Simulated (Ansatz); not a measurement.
# Geometry relaxation, with input and output: TiO₂ (part 3 of 3)

The same run, continued: TiO₂ (slab, 15 atoms in the cell); DFT r2SCAN, scalar-relativistic, plane waves, PAW, no spin polarisation (Ansatz 0.2.0); cutoff 500 eV, 9×6×1 k-mesh, Gaussian smearing of 0.05 eV. The structure derives from an entry of the Crystallography Open Database.

Geometry of the input (Å; fractional positions):
```
2.9535  0.0000  0.0000
0.0000  4.5969  0.0000
0.0000  0.0000  25.9901
O  0.5000  0.1954  0.2886
Ti 0.0000  0.0000  0.3231
O  0.5000  0.8046  0.3577
O  0.0000  0.3046  0.3770
Ti 0.5000  0.5000  0.4116
O  0.0000  0.6954  0.4461
O  0.5000  0.1954  0.4654
Ti 0.0000  0.0000  0.5000
O  0.5000  0.8046  0.5346
O  0.0000  0.3046  0.5539
Ti 0.5000  0.5000  0.5884
O  0.0000  0.6954  0.6230
O  0.5000  0.1954  0.6423
Ti 0.0000  0.0000  0.6769
O  0.5000  0.8046  0.7114
```

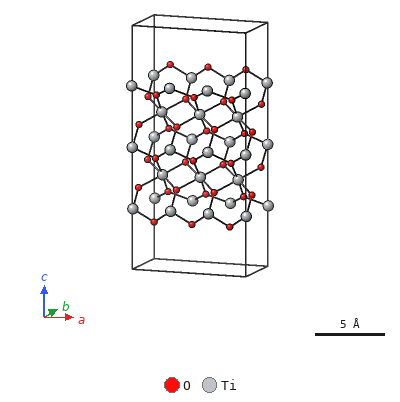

Figure 1. The geometry at step 5 of the log (ball-and-stick view of the 3 × 1 repeat of the cell, with the vacuum cut short, seen slightly off an axis).

Output, continued:
```
--- Relaxed structure (9 steps of the walk, 8 accepted, 0 SCFs on fresh bases) ---
  F+E_penalty+E_count = -18229.82657600 eV   max|allowed force component| = 1.509e-2 eV/Å
  atoms:
    - { symbol: O, position: [0.5, 0.12907850142835253, 0.2868418220541698] }
    - { symbol: Ti, position: [0.0, 0.021348837194764193, 0.3243934894741387] }
    - { symbol: O, position: [0.5, 0.7621110299021977, 0.35472278672178537] }
    - { symbol: O, position: [0.0, 0.28455993287520687, 0.3774962686648035] }
    - { symbol: Ti, position: [0.5, 0.5095511523549726, 0.4107152021942124] }
    - { symbol: O, position: [0.0, 0.6941469669740242, 0.44479879132547073] }
    - { symbol: O, position: [0.5, 0.1947961406522175, 0.46592926739896734] }
    - { symbol: Ti, position: [0.0, -2.783811934828067e-8, 0.499999997047826] }
    - { symbol: O, position: [0.5, 0.8052038123644295, 0.5340707432091796] }
    - { symbol: O, position: [0.0, 0.3058530172478001, 0.555201211045302] }
    - { symbol: Ti, position: [0.5, 0.49044883292329217, 0.5892847888729666] }
    - { symbol: O, position: [0.0, 0.7154400530393883, 0.622503736570777] }
    - { symbol: O, position: [0.5, 0.2378889918082229, 0.6452772174581203] }
    - { symbol: Ti, position: [0.0, -0.021348802186488505, 0.6756065019218815] }
    - { symbol: O, position: [0.5, 0.8709215612597394, 0.7131581760403991] }
```

Trajectory as extended XYZ (Å, eV, eV/Å), 9 frames, from step=1 to step=9:
```
15
Lattice="2.9535 0.0000 0.0000 0.0000 4.5969 0.0000 0.0000 0.0000 25.9901" Properties=species:S:1:pos:R:3:forces:R:3 step=1 energy=-18228.43280
O     1.4768    0.8981    7.5000    0.0000  -2.3990   1.0653
Ti    0.0000    0.0000    8.3981    0.0000   4.0226  -0.5863
O     1.4768    3.6988    9.2962    0.0000  -1.1506  -0.0746
O     0.0000    1.4004    9.7985    0.0000  -0.4719  -0.3281
Ti    1.4768    2.2985   10.6966    0.0000   0.0985  -0.0492
O     0.0000    3.1966   11.5947    0.0000  -0.0722  -0.0757
O     1.4768    0.8981   12.0969    0.0000  -0.0352   0.0349
Ti    0.0000    0.0000   12.9950    0.0000   0.0000   0.0000
O     1.4768    3.6988   13.8931    0.0000   0.0352  -0.0349
O     0.0000    1.4004   14.3954    0.0000   0.0722   0.0757
Ti    1.4768    2.2985   15.2935    0.0000  -0.0985   0.0492
O     0.0000    3.1966   16.1916    0.0000   0.4719   0.3281
O     1.4768    0.8981   16.6939    0.0000   1.1506   0.0746
Ti    0.0000    0.0000   17.5920    0.0000  -4.0226   0.5863
O     1.4768    3.6988   18.4901    0.0000   2.3990  -1.0653
15
Lattice="2.9535 0.0000 0.0000 0.0000 4.5969 0.0000 0.0000 0.0000 25.9901" Properties=species:S:1:pos:R:3:forces:R:3 step=2 energy=-18229.30838
O     1.4768    0.7312    7.4287    0.0000  -1.1374   1.0000
Ti    0.0000    0.0575    8.4148    0.0000   2.3186  -0.7579
O     1.4768    3.6399    9.2380    0.0000  -1.0628   0.5119
O     0.0000    1.4042    9.8122    0.0000  -0.6756  -0.5364
Ti    1.4768    2.3016   10.6972    0.0000   0.6110  -0.2482
O     0.0000    3.2026   11.5875    0.0000   0.0019  -0.0351
O     1.4768    0.9028   12.1019    0.0000  -0.0671   0.0332
Ti    0.0000    0.0000   12.9950    0.0000   0.0000   0.0000
O     1.4768    3.6942   13.8882    0.0000   0.0671  -0.0332
O     0.0000    1.3943   14.4025    0.0000  -0.0019   0.0351
Ti    1.4768    2.2953   15.2929    0.0000  -0.6110   0.2482
O     0.0000    3.1928   16.1779    0.0000   0.6756   0.5364
O     1.4768    0.9570   16.7521    0.0000   1.0628  -0.5119
Ti    0.0000   -0.0575   17.5752    0.0000  -2.3186   0.7579
O     1.4768    3.8658   18.5613    0.0000   1.1374  -1.0000
15
Lattice="2.9535 0.0000 0.0000 0.0000 4.5969 0.0000 0.0000 0.0000 25.9901" Properties=species:S:1:pos:R:3:forces:R:3 step=3 energy=-18229.75297
O     1.4768    0.5981    7.4888    0.0000   0.2489  -0.4118
Ti    0.0000    0.1097    8.4487    0.0000  -0.3095   0.2245
O     1.4768    3.5182    9.2201    0.0000  -0.1230   0.2873
O     0.0000    1.3566    9.8168    0.0000  -0.4158  -0.1144
Ti    1.4768    2.3088   10.6861    0.0000   0.9031   0.0149
O     0.0000    3.2188   11.5667    0.0000  -0.2314  -0.0821
O     1.4768    0.9062   12.1051    0.0000  -0.1007   0.1079
Ti    0.0000    0.0000   12.9950    0.0000   0.0000   0.0000
O     1.4768    3.6907   13.8850    0.0000   0.1007  -0.1079
O     0.0000    1.3782   14.4234    0.0000   0.2314   0.0821
Ti    1.4768    2.2882   15.3039    0.0000  -0.9031  -0.0149
O     0.0000    3.2404   16.1733    0.0000   0.4158   0.1144
O     1.4768    1.0788   16.7700    0.0000   0.1230  -0.2873
Ti    0.0000   -0.1097   17.5414    0.0000   0.3095  -0.2245
O     1.4768    3.9988   18.5013    0.0000  -0.2489   0.4118
15
Lattice="2.9535 0.0000 0.0000 0.0000 4.5969 0.0000 0.0000 0.0000 25.9901" Properties=species:S:1:pos:R:3:forces:R:3 step=4 energy=-18229.81067
O     1.4768    0.5736    7.4550    0.0000   0.0758  -0.0217
Ti    0.0000    0.0944    8.4382    0.0000  -0.0010   0.0841
O     1.4768    3.5079    9.2276    0.0000  -0.0024   0.0632
O     0.0000    1.3288    9.8155    0.0000  -0.1941  -0.0989
Ti    1.4768    2.3306   10.6865    0.0000   0.3082  -0.0316
O     0.0000    3.2160   11.5655    0.0000  -0.2083  -0.1211
O     1.4768    0.9099   12.1116    0.0000  -0.0983   0.0835
Ti    0.0000    0.0000   12.9950    0.0000   0.0000   0.0000
O     1.4768    3.6870   13.8785    0.0000   0.0983  -0.0835
O     0.0000    1.3809   14.4246    0.0000   0.2083   0.1211
Ti    1.4768    2.2664   15.3036    0.0000  -0.3082   0.0316
O     0.0000    3.2682   16.1746    0.0000   0.1941   0.0989
O     1.4768    1.0890   16.7625    0.0000   0.0024  -0.0632
Ti    0.0000   -0.0944   17.5518    0.0000   0.0010  -0.0841
O     1.4768    4.0234   18.5351    0.0000  -0.0758   0.0217
15
Lattice="2.9535 0.0000 0.0000 0.0000 4.5969 0.0000 0.0000 0.0000 25.9901" Properties=species:S:1:pos:R:3:forces:R:3 step=5 energy=-18229.80406 accepted=F
O     1.4768    0.6167    7.4282    0.0000  -0.0149   0.0068
Ti    0.0000    0.1182    8.4020    0.0000  -0.0357  -0.0847
O     1.4768    3.5210    9.1933    0.0000  -0.0976   0.0510
O     0.0000    1.3074    9.7849    0.0000   0.2259   0.1907
Ti    1.4768    2.3694   10.6467    0.0000  -0.2724   0.1118
O     0.0000    3.1945   11.5364    0.0000  -0.0114  -0.0309
O     1.4768    0.8933   12.1234    0.0000   0.2951  -0.3267
Ti    0.0000    0.0000   12.9950    0.0000   0.0000   0.0000
O     1.4768    3.7036   13.8667    0.0000  -0.2950   0.3267
O     0.0000    1.4024   14.4537    0.0000   0.0113   0.0309
Ti    1.4768    2.2276   15.3433    0.0000   0.2724  -0.1117
O     0.0000    3.2896   16.2052    0.0000  -0.2259  -0.1908
O     1.4768    1.0760   16.7968    0.0000   0.0976  -0.0510
Ti    0.0000   -0.1182   17.5881    0.0000   0.0357   0.0848
O     1.4768    3.9802   18.5619    0.0000   0.0149  -0.0068
15
Lattice="2.9535 0.0000 0.0000 0.0000 4.5969 0.0000 0.0000 0.0000 25.9901" Properties=species:S:1:pos:R:3:forces:R:3 step=6 energy=-18229.82585
O     1.4768    0.5986    7.4540    0.0000  -0.0151   0.0124
Ti    0.0000    0.1027    8.4301    0.0000  -0.0209   0.0008
O     1.4768    3.5102    9.2254    0.0000  -0.0215   0.0047
O     0.0000    1.3107    9.8098    0.0000   0.0467   0.0519
Ti    1.4768    2.3441   10.6787    0.0000   0.0057  -0.1258
O     0.0000    3.1935   11.5604    0.0000   0.0039   0.0341
O     1.4768    0.8979   12.1117    0.0000  -0.0054  -0.0009
Ti    0.0000    0.0000   12.9950    0.0000   0.0000   0.0000
O     1.4768    3.6990   13.8784    0.0000   0.0054   0.0009
O     0.0000    1.4035   14.4297    0.0000  -0.0039  -0.0341
Ti    1.4768    2.2529   15.3113    0.0000  -0.0057   0.1258
O     0.0000    3.2862   16.1803    0.0000  -0.0467  -0.0519
O     1.4768    1.0867   16.7647    0.0000   0.0215  -0.0047
Ti    0.0000   -0.1027   17.5600    0.0000   0.0209  -0.0008
O     1.4768    3.9983   18.5361    0.0000   0.0151  -0.0124
15
Lattice="2.9535 0.0000 0.0000 0.0000 4.5969 0.0000 0.0000 0.0000 25.9901" Properties=species:S:1:pos:R:3:forces:R:3 step=7 energy=-18229.82621
O     1.4768    0.5911    7.4543    0.0000   0.0054  -0.0034
Ti    0.0000    0.0974    8.4310    0.0000   0.0286  -0.0034
O     1.4768    3.5049    9.2213    0.0000   0.0186  -0.0393
O     0.0000    1.3098    9.8092    0.0000  -0.0238  -0.0243
Ti    1.4768    2.3437   10.6714    0.0000  -0.0299   0.0919
O     0.0000    3.1912   11.5587    0.0000   0.0038  -0.0007
O     1.4768    0.8965   12.1094    0.0000  -0.0072   0.0002
Ti    0.0000    0.0000   12.9950    0.0000   0.0000   0.0000
O     1.4768    3.7005   13.8807    0.0000   0.0072  -0.0002
O     0.0000    1.4057   14.4314    0.0000  -0.0038   0.0007
Ti    1.4768    2.2533   15.3187    0.0000   0.0299  -0.0919
O     0.0000    3.2871   16.1808    0.0000   0.0238   0.0243
O     1.4768    1.0921   16.7688    0.0000  -0.0186   0.0393
Ti    0.0000   -0.0974   17.5591    0.0000  -0.0286   0.0034
O     1.4768    4.0058   18.5357    0.0000  -0.0054   0.0034
15
Lattice="2.9535 0.0000 0.0000 0.0000 4.5969 0.0000 0.0000 0.0000 25.9901" Properties=species:S:1:pos:R:3:forces:R:3 step=8 energy=-18229.82658
O     1.4768    0.5934    7.4550    0.0000   0.0037   0.0004
Ti    0.0000    0.0981    8.4310    0.0000   0.0045  -0.0101
O     1.4768    3.5034    9.2193    0.0000  -0.0067   0.0152
O     0.0000    1.3081    9.8112    0.0000   0.0030   0.0045
Ti    1.4768    2.3424   10.6745    0.0000  -0.0042  -0.0128
O     0.0000    3.1910   11.5604    0.0000   0.0023   0.0019
O     1.4768    0.8955   12.1095    0.0000   0.0039  -0.0017
Ti    0.0000    0.0000   12.9950    0.0000   0.0000   0.0000
O     1.4768    3.7015   13.8805    0.0000  -0.0039   0.0017
O     0.0000    1.4060   14.4297    0.0000  -0.0023  -0.0020
Ti    1.4768    2.2546   15.3156    0.0000   0.0042   0.0128
O     0.0000    3.2888   16.1789    0.0000  -0.0030  -0.0045
O     1.4768    1.0936   16.7708    0.0000   0.0067  -0.0152
Ti    0.0000   -0.0981   17.5591    0.0000  -0.0045   0.0101
O     1.4768    4.0036   18.5350    0.0000  -0.0037  -0.0004
15
Lattice="2.9535 0.0000 0.0000 0.0000 4.5969 0.0000 0.0000 0.0000 25.9901" Properties=species:S:1:pos:R:3:forces:R:3 step=9 energy=-18229.82658
O     1.4768    0.5934    7.4550    0.0000   0.0037   0.0004
Ti    0.0000    0.0981    8.4310    0.0000   0.0047  -0.0099
O     1.4768    3.5034    9.2193    0.0000  -0.0065   0.0151
O     0.0000    1.3081    9.8112    0.0000   0.0027   0.0043
Ti    1.4768    2.3424   10.6745    0.0000  -0.0043  -0.0121
O     0.0000    3.1910   11.5604    0.0000   0.0022   0.0019
O     1.4768    0.8955   12.1095    0.0000   0.0040  -0.0017
Ti    0.0000    0.0000   12.9950    0.0000   0.0000   0.0000
O     1.4768    3.7015   13.8805    0.0000  -0.0040   0.0017
O     0.0000    1.4060   14.4297    0.0000  -0.0022  -0.0019
Ti    1.4768    2.2546   15.3156    0.0000   0.0043   0.0121
O     0.0000    3.2888   16.1789    0.0000  -0.0027  -0.0043
O     1.4768    1.0936   16.7708    0.0000   0.0065  -0.0151
Ti    0.0000   -0.0981   17.5591    0.0000  -0.0047   0.0099
O     1.4768    4.0036   18.5350    0.0000  -0.0037  -0.0004
```

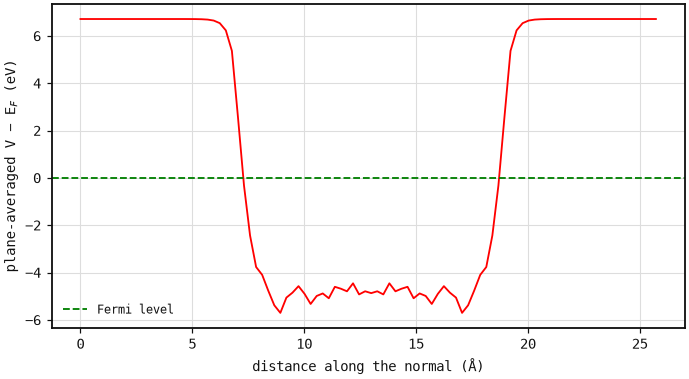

Figure 2. Plane average of the electrostatic potential energy of an electron across the cell, from the Fermi level. The vacuum level lies 6.71 eV above the Fermi level.

Key numbers:

| quantity | value |
| --- | --- |
| outcome | converged |
| electrons treated | 120 |
| free energy | −18229.8266 eV |
| work function, top face | 6.71 eV |
| work function, bottom face | 6.71 eV |
| Fermi energy | 0.658 eV |
| gap on the k-point mesh | 2.47 eV |
| final volume | 352.87 Å³ |
| work function (upper face) | 6.71 eV |
| largest force (length of the vector) at the end | 0.016 eV/Å |
| wall time | 8.3 min (CPU time 17 min) |
| peak memory | 1.4 GiB |
